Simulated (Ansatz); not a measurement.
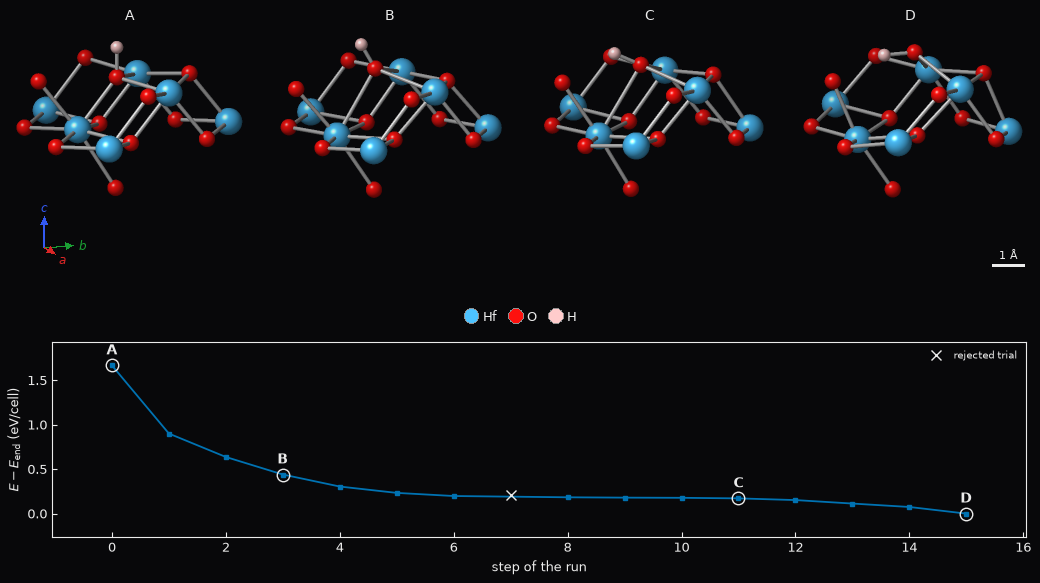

Frames of a constrained relaxation of a slab of composition Hf$_{10}$HO$_{20}$ (cut from the Fm-3m phase), marked on the history of the run. The picture is a ball-and-stick view of the atoms within 4.2 Å of the atom that moves most (axes of the 1 × 2 repeat of the cell, outlined in the plane, without the vacuum (origin shifted)), seen slightly off an axis.

Case: H put at a top O site. The slab is the (1 1 0) face of HfO2 with H on it. 12 atoms are held fixed.

Level of theory: Ansatz, DFT PBE+D3(BJ), scalar-relativistic, plane waves, PAW. Set-up: plane-wave cutoff 420 eV; k-point mesh 4 × 5 × 1; occupations gaussian; smearing width 0.05 eV; collinear spin; dipole correction; atoms relaxed in a fixed cell; force threshold 0.03 eV/Å; at most 70 steps.

### What happens along the run?

The run was cut off at its time limit before the relaxation converged, so the last structure is only a point on the way. The energy falls by 1.667 eV per cell of the calculation in 14 accepted moves (15 points after the start). Largest force component: 2.5 eV/Å at the start, 1.1 eV/Å at the end. The line search rejected the trial step at point 7 of the run. The largest move is that of an O atom, 0.98 Å at 37° to the normal (+c side). Largest moves by element: O 0.98 Å, H 0.48 Å, Hf 0.39 Å. The lattice vectors keep their values. Some distances before and after: Hf–O 2.109 → 3.352 Å, Hf–Hf 3.402 → 3.874 Å, Hf–O 2.349 → 2.064 Å, Hf–O 2.198 → 2.358 Å. Bonds break, among them: Hf–O (2.11 → 3.35 Å). Among the angles between lasting bonds that change: Hf–O–H 96.9° → 115.3°, Hf–O–Hf 110.3° → 105.3°, Hf–O–Hf 104.8° → 100.2°. Cost: 2.2 h on 4 threads of Arm Neoverse V1 (shared host), peak memory 5.5 GiB. From step 0 to 3: the H atom moves most (0.54 Å), energy −1.227 eV per cell of the calculation. From step 3 to 11: the H atom moves most (0.36 Å), energy −0.268 eV per cell of the calculation. From step 11 to 15: an O atom moves most (0.60 Å), energy −0.172 eV per cell of the calculation.

```json
{"step": "0", "E − E(0), meV/atom": "0.00", "largest force component, eV/Å": "2.4816", "note": ""}
{"step": "1", "E − E(0), meV/atom": "-24.72", "largest force component, eV/Å": "2.2501", "note": ""}
{"step": "2", "E − E(0), meV/atom": "-33.22", "largest force component, eV/Å": "2.3608", "note": ""}
{"step": "3", "E − E(0), meV/atom": "-39.58", "largest force component, eV/Å": "1.5680", "note": ""}
{"step": "4", "E − E(0), meV/atom": "-43.94", "largest force component, eV/Å": "0.6086", "note": ""}
{"step": "5", "E − E(0), meV/atom": "-46.25", "largest force component, eV/Å": "0.4687", "note": ""}
{"step": "6", "E − E(0), meV/atom": "-47.38", "largest force component, eV/Å": "0.2491", "note": ""}
{"step": "7", "E − E(0), meV/atom": "-47.17", "largest force component, eV/Å": "0.8709", "note": "rejected"}
{"step": "8", "E − E(0), meV/atom": "-47.85", "largest force component, eV/Å": "0.2042", "note": ""}
{"step": "9", "E − E(0), meV/atom": "-47.97", "largest force component, eV/Å": "0.0794", "note": ""}
{"step": "10", "E − E(0), meV/atom": "-48.03", "largest force component, eV/Å": "0.1503", "note": ""}
{"step": "11", "E − E(0), meV/atom": "-48.24", "largest force component, eV/Å": "0.1329", "note": ""}
{"step": "12", "E − E(0), meV/atom": "-48.85", "largest force component, eV/Å": "0.3650", "note": ""}
{"step": "13", "E − E(0), meV/atom": "-50.12", "largest force component, eV/Å": "1.2142", "note": ""}
{"step": "14", "E − E(0), meV/atom": "-51.36", "largest force component, eV/Å": "1.5334", "note": ""}
{"step": "15", "E − E(0), meV/atom": "-53.77", "largest force component, eV/Å": "1.1203", "note": ""}
```

Limits of the set-up: the periodic images lie only 5.1 Å apart, so the values are limited by the cell's size.
